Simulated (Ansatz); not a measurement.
Single-point calculation of Hf$_{16}$SiO$_{32}$ (part 2 of 2)

The same run, continued: Hf$_{16}$SiO$_{32}$ (defect cell, 49 atoms in the cell); DFT PBE, scalar-relativistic, plane waves, PAW, spin-polarised (Ansatz 0.2.0); cutoff 420 eV, 2×2×2 k-mesh, Gaussian smearing of 0.05 eV, collinear spins. The structure derives from a Materials Project entry.

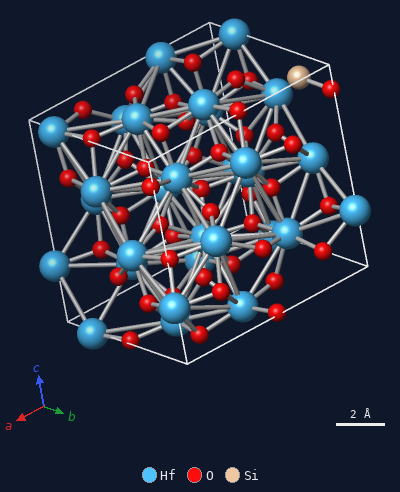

Fig. 1: The input geometry (ball-and-stick view of the cell of the calculation, seen at an oblique angle). An atom can appear more than once, as a periodic image.

**Log, continued**
```
  k-point 0 ↑: bands = ["-44.3589", "-44.2782", "-44.2713", "-44.2308", "-44.2122", "-44.2055", "-44.1673", "-44.1206", "-44.1179", "-44.1044", ... 114 levels left out ..., "5.9264", "5.9273", "5.9320", "5.9344", "5.9383", "5.9404", "5.9436", "5.9469", "5.9543", "5.9617", "5.9626", "5.9634", "5.9672", "5.9701", "5.9724", "5.9778", "5.9839", "5.9856", "5.9868", "5.9931", "5.9966", "6.0020", "6.0065", "6.0130", "6.0142", "6.0161", "6.0196", "6.0210", "6.0220",
      "6.0236", "6.0252", "6.0291", "6.0329", "6.0342", "6.0356", "6.0389", "6.0405", "6.0425", "6.0443", "6.0470", "6.0490", "6.0524", "6.0549", "6.0569", "6.0626", "6.0634", "6.0680", "6.0693", "6.0711", "6.0727", "6.0763", "6.0782", "6.0833", "6.0877", "6.0897", "6.0918", "6.0932", "6.0973", "6.0992", "6.1035", "6.1052", "6.1077", "6.1092", "6.1127", "6.1191", "6.1214", "6.1263", "6.1323", "6.1350",
      "6.1353", "6.1420", "6.1471", "6.1530", "6.1612", "6.1681", "6.1783", "6.1889", "6.6638", "6.6665", "6.7252", "6.7311", "6.7732", "6.8085", "6.8232", "9.3356", "10.4510", "10.5804", "10.7165", "10.7697", "10.8302", "10.8931", "10.9347", "11.1060", "11.1983", "11.3018", "11.3627", "11.3731", "11.4152", "11.4894", "11.5538", "11.5853", "11.6289", "11.6311", "11.6834", "11.8018", "11.9013", "11.9312", "12.0083", "12.0432",
      "12.1695", "12.2110", "12.2891", "12.3304", "12.3505", "12.3900", "12.4884", "12.5327", "12.5833", "12.6323", "12.6850", "12.7293", "12.7947", "12.8386", "12.8920", "12.9867", "13.0660", "13.1700", "13.2092", "13.2737", "13.2797", "13.3918", "13.4534", "13.5107", "13.6035", "13.6359", "13.6624", "13.7358", "13.8036", "13.8481", "13.8565", "13.8943", "13.9077", "14.0049", "14.0416", "14.0881", "14.1010", "14.1856", "14.2487", "14.2841",
      "14.3432", "14.3841", "14.4100", "14.4878", "14.5693", "14.5822", "14.6339", "14.7068", "14.7889", "14.8279", "14.9027", "14.9519", "14.9800", "14.9878", "15.0597", "15.0858", "15.0950", "15.1746", "15.3085", "15.3275", "15.4026", "15.4951", "15.5186", "15.5837", "15.6514", "15.7655", "15.7991", "15.8697", "15.9295", "16.0085", "16.1632", "16.4741", "18.9111", "19.9995", "20.6715", "20.8343", "20.9467", "20.9876", "21.1397", "21.2246",
      "21.2904", "21.3714", "21.4099", "21.4682", "21.5984", "21.6053", "21.6241", "21.7045", "21.7726", "21.9204", "21.9487"]
  k-point 1 ↑: bands = ["-44.3589", "-44.2782", "-44.2713", "-44.2308", "-44.2122", "-44.2055", "-44.1673", "-44.1207", "-44.1179", "-44.1044", ... 114 levels left out ..., "5.9266", "5.9278", "5.9318", "5.9342", "5.9385", "5.9396", "5.9440", "5.9465", "5.9548", "5.9603", "5.9627", "5.9646", "5.9655", "5.9702", "5.9723", "5.9782", "5.9833", "5.9858", "5.9873", "5.9928", "5.9991", "6.0011", "6.0058", "6.0124", "6.0140", "6.0178", "6.0188", "6.0201", "6.0214",
      "6.0242", "6.0246", "6.0316", "6.0332", "6.0342", "6.0349", "6.0383", "6.0412", "6.0426", "6.0440", "6.0483", "6.0511", "6.0528", "6.0545", "6.0558", "6.0579", "6.0658", "6.0669", "6.0693", "6.0729", "6.0748", "6.0771", "6.0801", "6.0842", "6.0868", "6.0895", "6.0912", "6.0932", "6.0970", "6.1000", "6.1032", "6.1049", "6.1071", "6.1094", "6.1121", "6.1193", "6.1224", "6.1267", "6.1302", "6.1338",
      "6.1352", "6.1412", "6.1475", "6.1520", "6.1618", "6.1677", "6.1787", "6.1899", "6.6636", "6.6665", "6.7250", "6.7309", "6.7730", "6.8083", "6.8232", "9.3765", "10.5840", "10.6375", "10.7125", "10.8384", "10.8921", "10.9128", "11.0023", "11.0674", "11.0948", "11.2290", "11.2689", "11.3627", "11.4249", "11.4570", "11.4889", "11.4999", "11.5372", "11.6581", "11.6799", "11.7880", "11.8652", "11.8697", "11.9719", "12.0130",
      "12.0780", "12.0908", "12.1813", "12.1925", "12.2025", "12.3023", "12.3477", "12.3771", "12.5144", "12.6690", "12.7070", "12.7974", "12.9023", "12.9825", "13.0017", "13.0425", "13.0838", "13.1609", "13.2389", "13.3135", "13.3958", "13.4368", "13.5151", "13.5319", "13.6442", "13.6629", "13.7157", "13.7891", "13.8339", "13.8461", "13.9147", "13.9766", "14.0630", "14.0862", "14.1113", "14.1766", "14.2572", "14.2820", "14.3238", "14.3353",
      "14.3708", "14.3902", "14.4716", "14.5395", "14.5528", "14.6109", "14.6344", "14.6503", "14.6968", "14.7296", "14.8147", "14.8539", "14.9145", "14.9289", "14.9857", "15.0358", "15.1798", "15.2263", "15.2510", "15.3206", "15.3548", "15.3860", "15.4867", "15.6485", "15.6527", "15.7189", "15.8159", "15.8662", "15.8890", "15.9938", "16.1925", "16.5678", "18.9654", "19.8598", "20.6577", "20.8239", "20.8855", "21.0490", "21.1648", "21.2249",
      "21.2946", "21.3061", "21.4221", "21.5189", "21.5259", "21.6027", "21.6700", "21.7395", "21.7860", "21.8919", "21.8997"]
  k-point 2 ↑: bands = ["-44.3589", "-44.2782", "-44.2713", "-44.2308", "-44.2123", "-44.2055", "-44.1673", "-44.1206", "-44.1180", "-44.1044", ... 114 levels left out ..., "5.9265", "5.9281", "5.9315", "5.9339", "5.9382", "5.9403", "5.9442", "5.9471", "5.9538", "5.9620", "5.9630", "5.9645", "5.9668", "5.9700", "5.9725", "5.9789", "5.9827", "5.9857", "5.9863", "5.9928", "5.9972", "6.0016", "6.0059", "6.0121", "6.0135", "6.0168", "6.0178", "6.0203", "6.0218",
      "6.0237", "6.0265", "6.0297", "6.0310", "6.0345", "6.0351", "6.0379", "6.0402", "6.0445", "6.0458", "6.0472", "6.0520", "6.0535", "6.0537", "6.0549", "6.0597", "6.0638", "6.0683", "6.0712", "6.0719", "6.0727", "6.0769", "6.0786", "6.0828", "6.0866", "6.0886", "6.0929", "6.0943", "6.0981", "6.0998", "6.1039", "6.1063", "6.1086", "6.1105", "6.1116", "6.1169", "6.1222", "6.1261", "6.1286", "6.1328",
      "6.1377", "6.1401", "6.1474", "6.1530", "6.1603", "6.1689", "6.1786", "6.1913", "6.6637", "6.6664", "6.7247", "6.7311", "6.7734", "6.8081", "6.8233", "9.4861", "10.4453", "10.5795", "10.7719", "10.8071", "10.9053", "10.9621", "11.0222", "11.1239", "11.1403", "11.1904", "11.2847", "11.3022", "11.3656", "11.4123", "11.4925", "11.5122", "11.5923", "11.6846", "11.7592", "11.7770", "11.7939", "11.8521", "11.9199", "11.9586",
      "12.0204", "12.0965", "12.2295", "12.2664", "12.3333", "12.3865", "12.4411", "12.5342", "12.5500", "12.5692", "12.6650", "12.7132", "12.7824", "12.8464", "12.9098", "13.0007", "13.0376", "13.1515", "13.2370", "13.3326", "13.3772", "13.4014", "13.4732", "13.5651", "13.6131", "13.6827", "13.7092", "13.7908", "13.8328", "13.8635", "13.8918", "13.9193", "13.9603", "14.0416", "14.1228", "14.1805", "14.2200", "14.2753", "14.2891", "14.3305",
      "14.3485", "14.4312", "14.4484", "14.4779", "14.5409", "14.6231", "14.6624", "14.7148", "14.7527", "14.8049", "14.8275", "14.9057", "14.9656", "15.0452", "15.0921", "15.1921", "15.1967", "15.2588", "15.3095", "15.3843", "15.4154", "15.4470", "15.5086", "15.5260", "15.6118", "15.6936", "15.7597", "15.8438", "15.9223", "15.9966", "16.0417", "16.6472", "18.9573", "19.8606", "20.6742", "20.7130", "20.9700", "21.0505", "21.0930", "21.2151",
      "21.2540", "21.3417", "21.3914", "21.5230", "21.5308", "21.5995", "21.6378", "21.7665", "21.7908", "21.8678", "21.8930"]
  k-point 7 ↓: bands = ["-44.3589", "-44.2782", "-44.2713", "-44.2308", "-44.2123", "-44.2055", "-44.1673", "-44.1206", "-44.1179", "-44.1044", ... 114 levels left out ..., "5.9271", "5.9273", "5.9317", "5.9339", "5.9384", "5.9401", "5.9436", "5.9465", "5.9538", "5.9623", "5.9629", "5.9636", "5.9670", "5.9704", "5.9722", "5.9775", "5.9826", "5.9857", "5.9877", "5.9926", "5.9974", "6.0016", "6.0055", "6.0116", "6.0150", "6.0157", "6.0196", "6.0203", "6.0210",
      "6.0237", "6.0262", "6.0278", "6.0334", "6.0344", "6.0357", "6.0379", "6.0408", "6.0442", "6.0454", "6.0488", "6.0506", "6.0525", "6.0553", "6.0578", "6.0581", "6.0638", "6.0655", "6.0683", "6.0746", "6.0752", "6.0774", "6.0804", "6.0829", "6.0838", "6.0904", "6.0909", "6.0935", "6.0955", "6.1010", "6.1029", "6.1063", "6.1095", "6.1119", "6.1138", "6.1186", "6.1204", "6.1256", "6.1290", "6.1332",
      "6.1379", "6.1402", "6.1474", "6.1522", "6.1599", "6.1710", "6.1805", "6.1920", "6.6637", "6.6665", "6.7245", "6.7312", "6.7732", "6.8086", "6.8232", "9.4645", "10.3861", "10.5167", "10.6594", "10.6845", "10.7681", "10.9098", "11.1060", "11.2057", "11.2362", "11.3128", "11.3640", "11.4145", "11.4273", "11.4668", "11.4797", "11.5571", "11.6593", "11.6779", "11.7251", "11.8111", "11.8567", "11.9213", "11.9292", "12.0259",
      "12.1142", "12.1529", "12.1599", "12.2036", "12.2607", "12.3246", "12.3513", "12.4489", "12.4867", "12.5668", "12.5821", "12.6104", "12.6480", "12.7690", "12.8893", "13.0091", "13.0728", "13.1684", "13.1778", "13.2160", "13.2527", "13.3170", "13.4046", "13.4596", "13.4847", "13.6881", "13.7220", "13.8201", "13.8660", "13.8792", "13.9055", "13.9480", "14.0449", "14.0798", "14.1495", "14.1927", "14.2170", "14.2503", "14.3537", "14.3913",
      "14.4341", "14.4700", "14.4982", "14.5337", "14.5630", "14.6162", "14.6468", "14.6804", "14.7180", "14.7501", "14.8598", "14.9007", "14.9303", "15.1302", "15.1428", "15.1619", "15.2514", "15.2904", "15.3425", "15.4069", "15.4474", "15.5465", "15.5653", "15.5777", "15.6502", "15.6819", "15.8157", "15.9313", "15.9786", "16.0338", "16.1079", "16.6423", "19.0137", "19.8394", "20.1769", "20.8112", "21.0307", "21.0859", "21.0934", "21.2205",
      "21.2471", "21.3528", "21.4345", "21.5338", "21.5554", "21.5760", "21.6426", "21.7128", "21.7955", "21.8362", "21.8776"]
--- Löwdin populations: 49 sites ---
  site symbol       q [e]    m [muB]
     0     Hf     24.6145    -0.0000
     1     Hf     24.6454    -0.0000
     2     Hf     24.6110    -0.0000
     3     Hf     24.7174    -0.0000
     4     Hf     24.6206    -0.0000
     5     Hf     24.6145    -0.0000
     6     Hf     24.9544    -0.0000
     7     Hf     24.6012    -0.0000
     8     Hf     24.6062    -0.0000
     9     Hf     24.6475    -0.0000
    10     Hf     24.6403    -0.0000
    11     Hf     24.7142     0.0000
    12     Hf     24.6111    -0.0000
    13     Hf     24.5833     0.0000
    14     Hf     24.5925    -0.0000
    15     Hf     24.6106    -0.0000
    16      O      6.6453    -0.0000
    17      O      6.6136    -0.0000
    18      O      6.6561    -0.0000
    19      O      6.6511    -0.0000
    20      O      6.6355    -0.0000
    21      O      6.6609     0.0000
    22      O      6.6393    -0.0000
    23      O      6.6404    -0.0000
    24      O      6.6134    -0.0000
    25      O      6.6093    -0.0000
    26      O      6.6042    -0.0000
    27      O      6.6091     0.0000
    28      O      6.6030    -0.0000
    29      O      6.6253    -0.0000
    30      O      6.6247    -0.0000
    31      O      6.6230     0.0000
    32      O      6.6433    -0.0000
    33      O      6.6512     0.0000
    34      O      6.6485     0.0000
    35      O      6.6563     0.0000
    36      O      6.6531    -0.0000
    37      O      6.6612     0.0000
    38      O      6.6432     0.0000
    39      O      6.6773    -0.0000
    40      O      6.6676    -0.0000
    41      O      6.6765     0.0000
    42      O      6.6381    -0.0000
    43      O      6.6453    -0.0000
    44      O      6.6507    -0.0000
    45      O      6.6663    -0.0000
    46      O      6.6403     0.0000
    47      O      6.6329     0.0000
    48     Si      3.5218     0.0000
  spilling = 0.002594 (of n_electrons = 612.000000)
--- Band densities, each state counted as filled ---
  window                                       electrons  max residual (eV)  cut levels
  e_range: [-0.99, -0.38]            1.000000 + 1.000000             1.1e-6           0
  e_range: [0.38, 0.99]              1.125000 + 1.125000             2.4e-6           0
  e_range: [-0.54, -0.36]            1.000000 + 1.000000             1.1e-6           0
  e_range: [-2.98, -2.74]            1.000000 + 1.000000             3.9e-6           0
```

**Results in brief**

- outcome: converged
- electrons treated: 612
- free energy: −270411.5056 eV
- Fermi energy: 19.421 eV
- gap on the k-point mesh: 0.79 eV
- net moment of the cell: 0.00 μB
- integrated absolute moment: 0.00 μB
- largest force (length of the vector): 0.039 eV/Å
- wall time: 13 min (CPU time 50 min)
- peak memory: 5.3 GiB

Spin–orbit coupling is left out, which matters for Hf.
